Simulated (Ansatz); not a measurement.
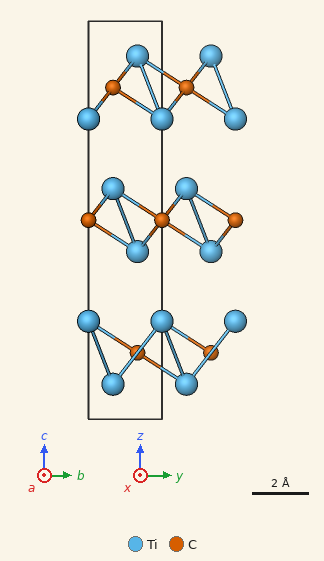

Energy scan for a crystal of Ti₂C (R-3m), in which the cell is strained equally along x and y and separately along z, with the atoms kept at their fractional coordinates. x, y and z are the Cartesian axes of the input. The picture shows the reference cell. The picture is a ball-and-stick view of the conventional cell (3 times the calculation's cell), repeated 2 × 2 × 1 with one cell outlined, seen along the a axis. Lengths and directions refer to the drawn axes.

Theory: DFT PBEsol, scalar-relativistic, plane waves, PAW in Ansatz. Set-up: plane-wave cutoff 420 eV; k-point mesh 18 × 18 × 18; occupations gaussian; smearing width 0.15 eV; no spin polarisation. Energies (free energies at the smearing named) are counted from the relaxed crystal.

```
Ti C
1.0
     1.52640    0.88127    4.77274
    -1.52640    0.88127    4.77274
     0.00000   -1.76254    4.77274
Ti C
2 1
Cartesian
  0.0000 0.0000 3.5197
  0.0000 0.0000 10.7986
  0.0000 0.0000 7.1591
```

Q: Predict the energy profile on a grid with rows −0.050, −0.025, 0.000, 0.025, 0.050 and columns −0.050, −0.025, 0.000, 0.025, 0.050 (strain along x and y; strain along z).

A: Rows: strain along x and y; columns: strain along z; values in meV/atom.

```csv
,−0.050,−0.025,0.000,0.025,0.050
−0.050,206.2,145.6,106.4,86.8,85.1
−0.025,90.2,47.8,25.2,20.3,31.6
0.000,35.2,8.6,0.0,7.8,30.3
0.025,31.8,18.9,22.4,40.9,73.0
0.050,71.5,70.8,84.8,112.4,152.4
```

In pairs of (strain along x and y; strain along z): the lowest computed point lies at (0.000, 0.000) (0.0 meV/atom), the highest at (−0.050, −0.050) (206.2 meV/atom). The valley is tilted: raising the in-plane strain is made harder by raising the strain along z (cross term 0.44 of the geometric mean of the two curvatures). Over the ranges scanned the energy rises more along the first axis, the in-plane strain. The pressure runs from −21.3 GPa at (0.050, 0.050) to 40.9 GPa at (−0.050, −0.050).

As a map, interpolated between the computed points (dots):

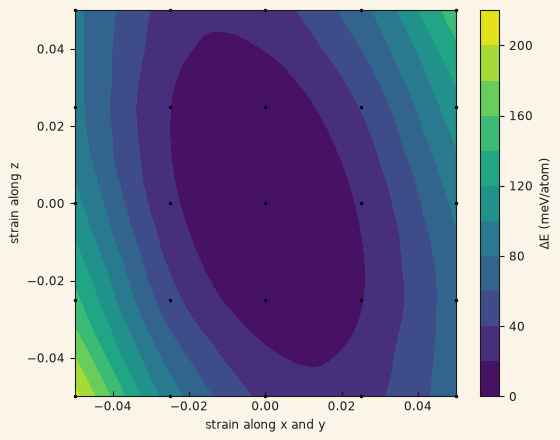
